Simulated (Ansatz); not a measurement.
**Single-point calculation of Ga10P9 (part 2 of 2)**

Continued. System: Ga10P9 (slab, 19 atoms in the cell). Method: DFT PBEsol, scalar-relativistic, plane waves, PAW, no spin polarisation (Ansatz 0.2.0); cutoff 420 eV, 6×5×1 k-mesh, Gaussian smearing of 0.05 eV. The structure derives from an entry of the Crystallography Open Database. It belongs to a series of runs on one base structure; here: (2 1 0) slab cut from the bulk.

Geometry of the input (Å; fractional positions):
```
5.4385  0.0000  0.0000
-2.7192  6.0804  0.0000
0.0000  0.0000  25.9447
Ga 0.7000  0.4000  0.2891
P  0.8000  0.1000  0.3125
Ga 0.4000  0.8000  0.3359
P  0.5000  0.5000  0.3594
Ga 0.1000  0.2000  0.3828
P  0.2000  0.9000  0.4063
Ga 0.8000  0.6000  0.4297
P  0.9000  0.3000  0.4531
Ga 0.5000  0.0000  0.4766
P  0.6000  0.7000  0.5000
Ga 0.2000  0.4000  0.5234
P  0.3000  0.1000  0.5469
Ga 0.9000  0.8000  0.5703
P  -0.0000  0.5000  0.5937
Ga 0.6000  0.2000  0.6172
P  0.7000  0.9000  0.6406
Ga 0.3000  0.6000  0.6641
P  0.4000  0.3000  0.6875
Ga 0.0000  0.0000  0.7109
```

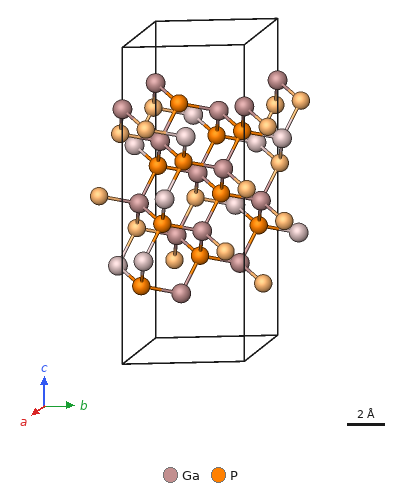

The structure (ball-and-stick view of the cell of the calculation, with the vacuum cut short, seen slightly off an axis; neighbours outside the cell are drawn fainter). An atom can appear more than once, as a periodic image.

Output, continued
```
--- Forces (eV/Å), atoms counted from 1 ---
  atom   1  Ga     0.72531659     0.18653208     0.16905216
  atom   2  P     -0.01711886    -0.53388784    -0.52024062
  atom   3  Ga     0.51930273     0.59230789     0.58175152
  atom   4  P     -0.64021319    -0.07587456    -0.17178214
  atom   5  Ga    -0.30679498    -0.16791520    -0.09030023
  atom   6  P     -0.37351775    -0.16709263    -0.25483011
  atom   7  Ga     0.14862732     0.15034914     0.12065740
  atom   8  P     -0.10163276     0.02784884     0.13123234
  atom   9  Ga     0.12131369    -0.00626376     0.00278838
  atom  10  P     -0.15237219     0.00174345     0.00050482
  atom  11  Ga     0.12016294     0.00363998     0.00074420
  atom  12  P     -0.09865699    -0.02274792    -0.13370684
  atom  13  Ga     0.14933395    -0.15268323    -0.12024435
  atom  14  P     -0.37391835     0.16970408     0.25012383
  atom  15  Ga    -0.31071875     0.16651015     0.09258597
  atom  16  P     -0.63935011     0.07863337     0.16374873
  atom  17  Ga     0.51625132    -0.59374256    -0.58281735
  atom  18  P     -0.01267694     0.52944278     0.53020210
  atom  19  Ga     0.72666587    -0.18649943    -0.16946783
  max |Σ_I F_I| component: 4.64e-6 eV/Å
--- Stress (GPa, compression-positive) ---
       -0.375170       0.000598       0.001966
        0.000598      -0.428902      -0.023519
        0.001966      -0.023519       0.102078
  P = ⅓ Tr σ = -0.2340 GPa (-2.340 kbar)
--- Band table (eV; the first three rows and the last of 16) ---
  k-point 0: bands = ["-14.4415", "-14.4309", "-14.4210", "-14.4126", "-14.4064", "-14.3820", "-14.3383", "-14.3336", "-14.3323", "-14.3253", "-14.3241", "-14.3159", "-14.3123", "-14.3032", "-14.2976", "-14.2936", "-14.2827", "-14.2765", "-14.2674", "-14.2658", "-14.2602", "-14.2560", "-14.2424", "-14.2355", "-14.2310", "-14.2283", "-14.2271", "-14.2234", "-14.2160", "-14.2145", "-14.1971", "-14.1893", "-14.1865", "-14.1803", "-14.1790", "-14.1721", "-14.1141", "-14.1058", "-14.0978", "-14.0896", "-14.0184", "-14.0103", "-13.9604", "-13.9522", "-13.9342", "-13.9260", "-13.9131", "-13.9048", "-13.8429", "-13.8347", "-12.0824", "-11.4206", "-10.5047", "-9.6224", "-9.4887", "-9.4872", "-9.3446", "-8.8669", "-8.7718", "-6.3361", "-6.2085", "-6.1629", "-6.0377", "-5.7511", "-5.3937", "-4.9874", "-3.8924", "-3.6420", "-3.6355", "-3.1757", "-3.1104", "-2.9766", "-2.9213", "-2.5116", "-2.4637", "-2.2721", "-2.1294", "-2.0954", "-2.0267", "-1.5766", "-1.3716", "-0.8084", "-0.6510", "-0.1981", "0.0856", "0.1287", "0.3713", "0.9013", "0.9619", "1.1927", "2.3783", "2.5308", "2.9667", "3.1332", "3.3958", "3.6682", "3.7652", "3.7997", "3.9738", "4.1121", "4.2883", "4.3703", "4.5479", "4.6330", "4.7240", "4.8915", "5.0032"]
  k-point 1: bands = ["-14.4401", "-14.4318", "-14.4213", "-14.4196", "-14.4015", "-14.3832", "-14.3406", "-14.3372", "-14.3313", "-14.3254", "-14.3229", "-14.3160", "-14.3115", "-14.3038", "-14.2958", "-14.2914", "-14.2839", "-14.2756", "-14.2682", "-14.2647", "-14.2619", "-14.2561", "-14.2431", "-14.2364", "-14.2323", "-14.2306", "-14.2259", "-14.2214", "-14.2164", "-14.2122", "-14.1968", "-14.1889", "-14.1868", "-14.1798", "-14.1786", "-14.1709", "-14.1139", "-14.1056", "-14.0976", "-14.0893", "-14.0178", "-14.0096", "-13.9606", "-13.9524", "-13.9343", "-13.9261", "-13.9132", "-13.9049", "-13.8427", "-13.8345", "-11.9453", "-11.2935", "-10.4007", "-10.1691", "-9.6963", "-9.5504", "-9.2758", "-8.9224", "-8.8252", "-6.3805", "-6.2092", "-6.0833", "-5.7571", "-5.4973", "-5.1513", "-4.9401", "-4.0484", "-3.4038", "-3.3439", "-3.3163", "-2.8825", "-2.7993", "-2.7729", "-2.6407", "-2.5104", "-2.3839", "-2.1623", "-2.0510", "-1.7654", "-1.4805", "-1.3878", "-1.2022", "-0.7788", "-0.5785", "-0.1026", "0.1044", "0.6968", "0.9073", "0.9612", "1.2320", "2.2973", "2.4238", "2.6532", "3.1266", "3.1293", "3.3701", "3.4205", "3.5251", "3.6731", "3.7877", "3.9517", "4.1125", "4.2060", "4.3759", "4.6833", "4.7832", "4.8917"]
  k-point 2: bands = ["-14.4426", "-14.4295", "-14.4256", "-14.4205", "-14.3967", "-14.3853", "-14.3525", "-14.3374", "-14.3307", "-14.3237", "-14.3206", "-14.3164", "-14.3114", "-14.3020", "-14.2944", "-14.2895", "-14.2850", "-14.2735", "-14.2702", "-14.2662", "-14.2610", "-14.2573", "-14.2439", "-14.2373", "-14.2338", "-14.2306", "-14.2269", "-14.2221", "-14.2134", "-14.2099", "-14.1975", "-14.1895", "-14.1864", "-14.1791", "-14.1768", "-14.1689", "-14.1137", "-14.1054", "-14.0972", "-14.0889", "-14.0168", "-14.0086", "-13.9609", "-13.9527", "-13.9345", "-13.9263", "-13.9133", "-13.9050", "-13.8424", "-13.8342", "-11.5465", "-10.9552", "-10.8911", "-10.3721", "-10.0587", "-9.6722", "-9.3480", "-9.0151", "-8.9199", "-6.4509", "-6.1731", "-6.0640", "-5.4704", "-5.2843", "-4.5515", "-4.4207", "-3.9469", "-3.4166", "-3.3262", "-3.2016", "-2.6676", "-2.6444", "-2.6136", "-2.4651", "-2.3356", "-2.2635", "-2.2276", "-2.0277", "-1.7959", "-1.7758", "-1.4430", "-1.3080", "-1.2316", "-0.9416", "-0.1193", "-0.0139", "0.5943", "0.7837", "1.1085", "1.3358", "2.0726", "2.1531", "2.3945", "2.4201", "2.6123", "3.0459", "3.2085", "3.2991", "3.3833", "3.5367", "3.6803", "3.9012", "4.2190", "4.2945", "4.5629", "4.6052", "5.0378"]
  k-point 15: bands = ["-14.4291", "-14.4178", "-14.4093", "-14.4045", "-14.4033", "-14.3882", "-14.3791", "-14.3353", "-14.3295", "-14.3250", "-14.3203", "-14.3156", "-14.3130", "-14.3081", "-14.3058", "-14.2984", "-14.2948", "-14.2886", "-14.2619", "-14.2590", "-14.2557", "-14.2513", "-14.2459", "-14.2386", "-14.2347", "-14.2282", "-14.2265", "-14.2250", "-14.2189", "-14.2157", "-14.1956", "-14.1889", "-14.1872", "-14.1861", "-14.1809", "-14.1785", "-14.1132", "-14.1051", "-14.0965", "-14.0882", "-14.0168", "-14.0093", "-13.9604", "-13.9519", "-13.9375", "-13.9288", "-13.9147", "-13.9062", "-13.8420", "-13.8342", "-11.0080", "-10.7414", "-10.5114", "-10.3231", "-10.1493", "-9.9557", "-9.7234", "-9.2329", "-9.1576", "-6.2427", "-6.0965", "-5.9835", "-5.8503", "-5.6893", "-5.1691", "-4.9035", "-4.6599", "-4.1722", "-3.6917", "-3.3575", "-3.1063", "-2.7924", "-2.6253", "-2.2334", "-2.0130", "-1.8135", "-1.5962", "-1.4416", "-1.3969", "-1.3175", "-1.1660", "-1.0758", "-0.9772", "-0.8749", "-0.0023", "0.1390", "0.5103", "0.5840", "1.0425", "1.2263", "2.2525", "2.5852", "2.9920", "3.2003", "3.5276", "3.6843", "3.8349", "4.0381", "4.1933", "4.3986", "4.5331", "4.6904", "4.8631", "4.9133", "5.0655", "5.1153", "5.1959"]
```

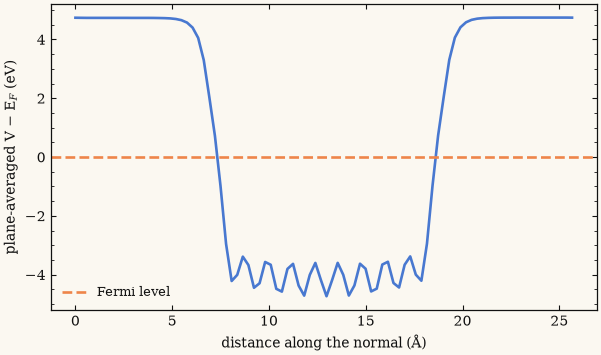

Plane average of the electrostatic potential energy of an electron across the cell, from the Fermi level. The vacuum level lies 4.74 eV above the Fermi level.

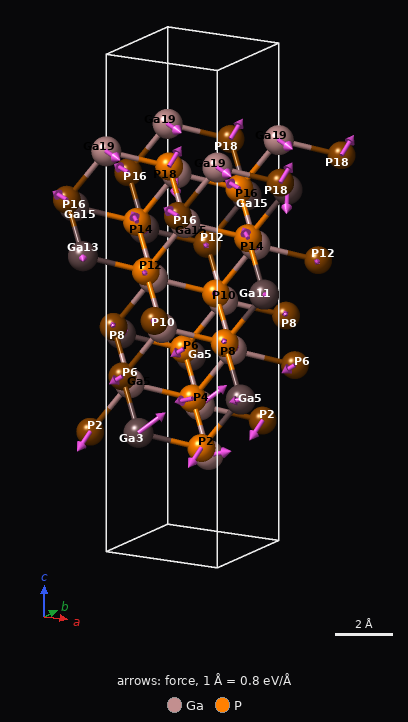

Forces on the atoms as pink arrows (ball-and-stick view of the cell of the calculation, with the vacuum cut short, seen slightly off an axis; neighbours outside the cell are drawn fainter; atoms are numbered from 1 in the order of the input). The largest act on Ga3, Ga17 (0.98 eV/Å); Ga1, Ga19 (0.77 eV/Å); P2, P18 (0.75 eV/Å); P4 (0.67 eV/Å), among others. The geometry is not a stationary point of this energy.

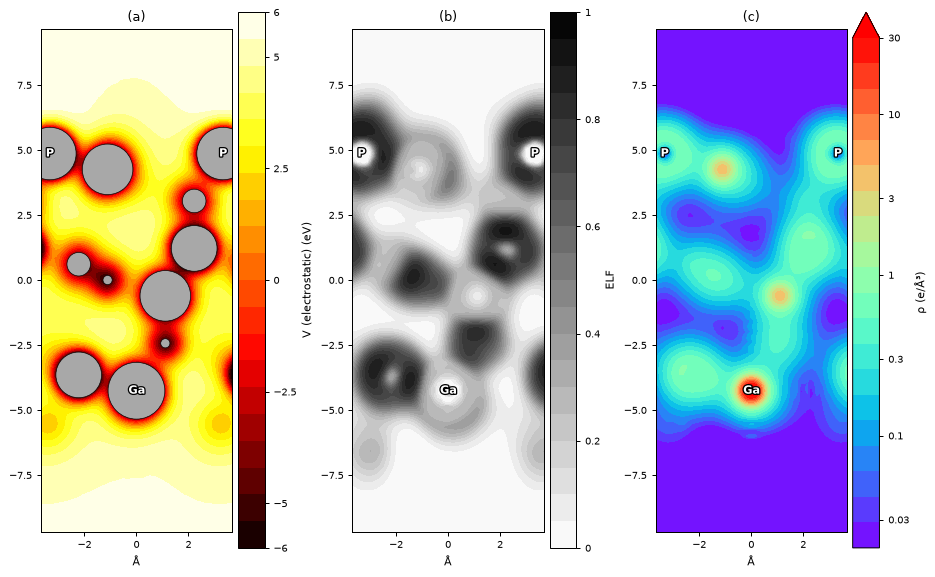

(a) electrostatic potential (local pseudopotential plus Hartree) felt by an electron; (b) ELF; (c) valence pseudo-density on the (100) plane of the calculation cell, a cut from vacuum to vacuum. Grey discs, where drawn, cover atomic cores. The section cuts through Ga and P sites. The density dies away to nearly zero in the vacuum. The strong features right at Ga lie inside the PAW spheres (semicore, d or f shells) and say nothing about bonding. The fields are those of the smooth PAW valence density.
